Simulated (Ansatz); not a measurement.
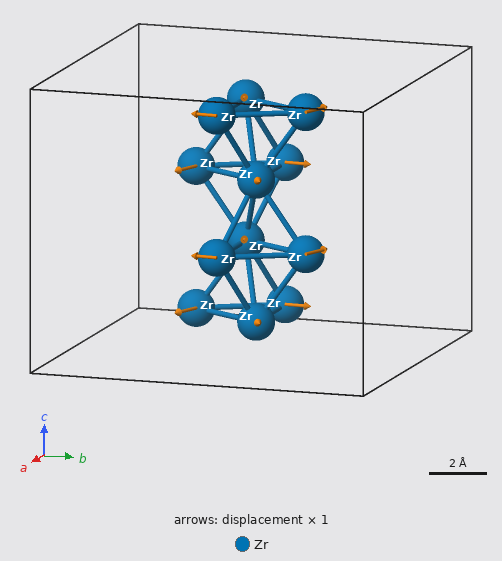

This is a relaxation of a wire of composition Zr. The starting structure is drawn; orange arrows show the displacements (the part carried along by the change of the cell is left out), at their true length.

Style: ball-and-stick. Shown: the 2 repeat of the cell, with the vacuum cut short, slightly off an axis.

Case: wire along [0 0 1], 6 atoms a period.

Computed with DFT PBE, scalar-relativistic, plane waves, PAW (Ansatz). Settings: plane-wave cutoff 420 eV; k-point mesh 1 × 1 × 7; occupations gaussian; smearing width 0.05 eV; no spin polarisation; cell relaxed at fixed a, b, alpha, beta, gamma; force threshold 0.02 eV/Å; at most 45 steps.

Question: Describe the change and its energy.

Answer: The largest moves relative to the layer's centre, 1.23 Å, are those of Zr atoms. Along the periodic axis the drawn cell goes c 10.338 → 6.201 Å (−40.0 %). Some distances before and after: Zr–Zr 5.169 → 3.100 Å, Zr–Zr 3.233 → 5.028 Å, Zr–Zr 4.540 → 2.853 Å, Zr–Zr 3.233 → 3.568 Å. New bonds form: Zr–Zr (4.54 → 2.85 Å), Zr–Zr (5.17 → 3.10 Å). Bonds break: Zr–Zr (3.23 → 5.03 Å). Bond angles that change, for instance: Zr–Zr–Zr 60.9° → 116.5°, Zr–Zr–Zr 108.3° → 60.5°, Zr–Zr–Zr 108.3° → 63.3°. After 24 accepted moves (29 points after the start) the energy has fallen by 5.415 eV per cell of the calculation. The largest force component goes from 2.7 to 0.013 eV/Å. The line search rejected the trial steps at points 10, 11, 16, 26 of the run. At 1 point the geometry stayed and the basis and grid were re-selected for the new cell (energy shift of 1.7 meV per cell of the calculation at most each time).

Limits of the set-up: the k-point mesh is coarse for a cell with partly filled bands.
